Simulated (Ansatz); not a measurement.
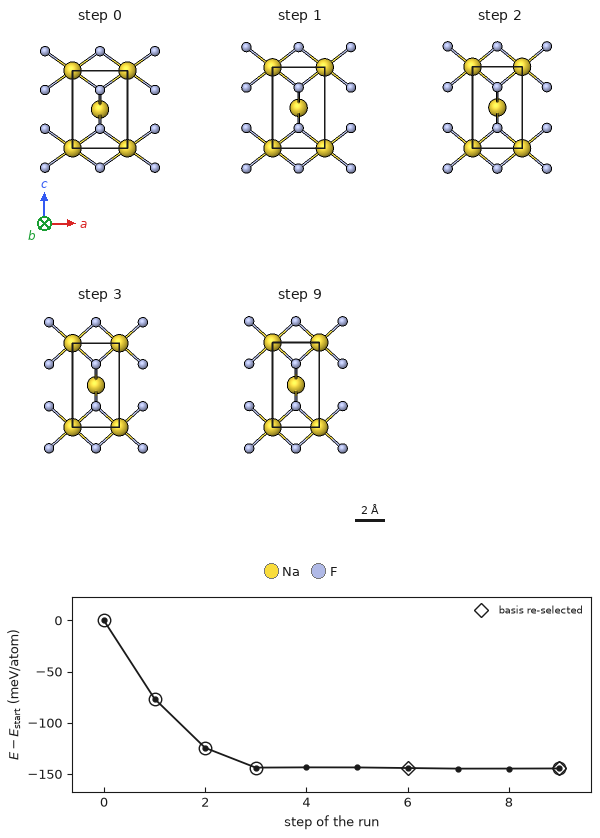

Frames of a relaxation of a crystal of NaF (a generated structure, set up in P4_2/mmc), marked on the history of the run. The picture is a ball-and-stick view of the cell of the calculation, seen along the b axis.

The calculation used Ansatz, DFT PBE, scalar-relativistic, plane waves, PAW. Set-up: plane-wave cutoff 420 eV; k-point mesh 6 × 6 × 4; occupations gaussian; smearing width 0.02 eV; no spin polarisation; cell and atoms relaxed; force threshold 0.01 eV/Å; at most 80 steps.

**What happens along the run?**

No atom moves by more than 0.005 Å relative to the cell. Cell: a = b 3.914 → 3.332 Å (−14.9 %), c 5.536 → 6.039 Å (+9.1 %). Volume −21.0 %. Some distances before and after: F–Na 2.397 → 2.248 Å. Among the angles between lasting bonds that change: F–Na–F 70.5° → 84.4°, F–Na–F 109.5° → 95.6°, Na–F–Na 109.5° → 95.6°. The space group stays P4_2/mmc (No. 131). Over 7 accepted moves (9 points after the start) the energy falls by 144 meV per atom. All forces vanish by symmetry, so only the cell relaxes. Pressure: −3.27 GPa at the start and −0.02 GPa at the end. The SCF was repeated twice at an unchanged geometry on a basis and grid sized afresh for the cell, which shifted the energy by 0.6 meV per atom at most. Cost: 30 s on 1 thread of Arm Neoverse V1, on a shared host, peak memory 0.34 GiB. From step 0 to 1: volume −5.7 %, energy −76.4 meV per atom. From step 1 to 2: volume −9.4 %, energy −47.9 meV per atom. From step 2 to 3: volume −7.7 %, energy −19.3 meV per atom. From step 3 to 9: volume +0.2 %, energy −0.8 meV per atom.
